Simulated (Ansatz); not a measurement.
Input structure:

```cif
data_structure
_symmetry_space_group_name_H-M 'P 1'
_symmetry_Int_Tables_number 1
_cell_length_a 6.4640
_cell_length_b 6.4640
_cell_length_c 6.4640
_cell_angle_alpha 90.000
_cell_angle_beta 90.000
_cell_angle_gamma 90.000
_cell_volume 270.09
loop_
_atom_site_label
_atom_site_type_symbol
_atom_site_fract_x
_atom_site_fract_y
_atom_site_fract_z
_atom_site_occupancy
Mg1 Mg 0.25000 0.75000 0.25000 1
Te1 Te 0.50000 0.00000 0.50000 1
Mg2 Mg 0.25000 0.25000 0.75000 1
Te2 Te 0.50000 0.50000 0.00000 1
Mg3 Mg 0.75000 0.75000 0.75000 1
Te3 Te 0.00000 0.00000 0.00000 1
Mg4 Mg 0.75000 0.25000 0.25000 1
Te4 Te 0.00000 0.50000 0.50000 1
```

What does this file describe?

Answer. Chemical formula MgTe. Its lattice is face-centred cubic, its space group F-43m (No. 216). It adopts the structure known as zinc blende (sphalerite type). There are 8 atoms in the cell: 4 Mg, 4 Te. The polyhedra are MgTe4 tetrahedra; they share corners. Each Mg atom is coordinated by four Te in a tetrahedral arrangement at 2.80 Å. Te sits among four Mg in a tetrahedral arrangement at 2.80 Å. The bonds build a three-dimensional framework.

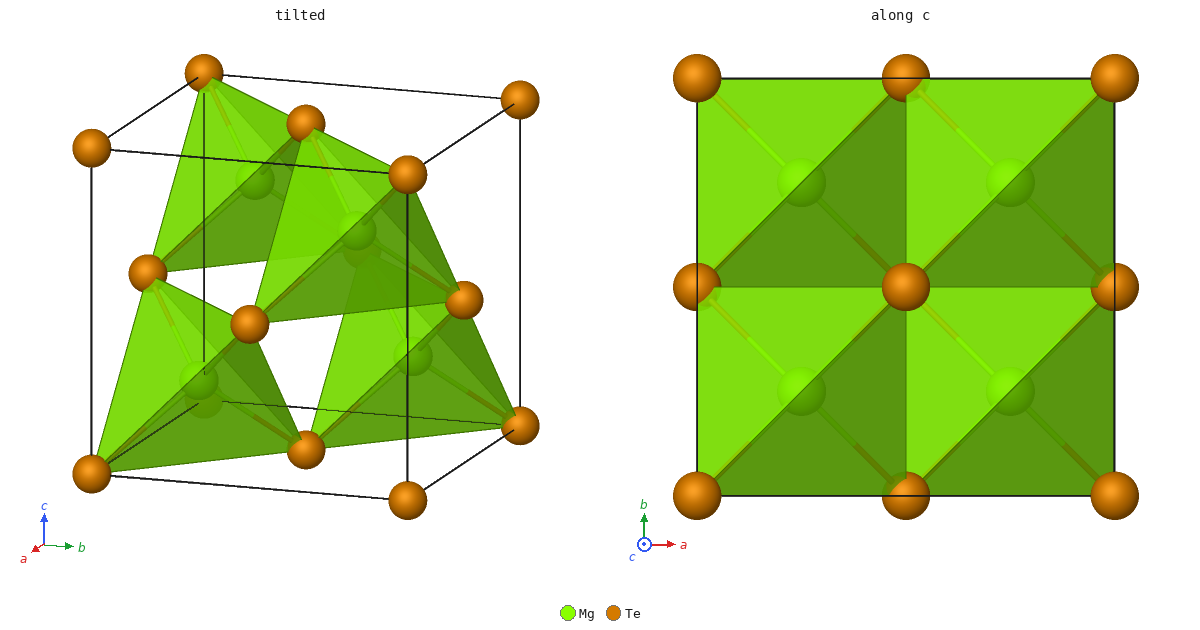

Structure drawing (polyhedral), viewed slightly off an axis and along the c axis. The edges of the conventional unit cell are marked. Colours: magnesium green, tellurium orange.

The structure was taken from a structure listed in the Materials Project. Earlier steps of the study may have refined or changed the cell and positions. It was run through Ansatz as a DFT input.
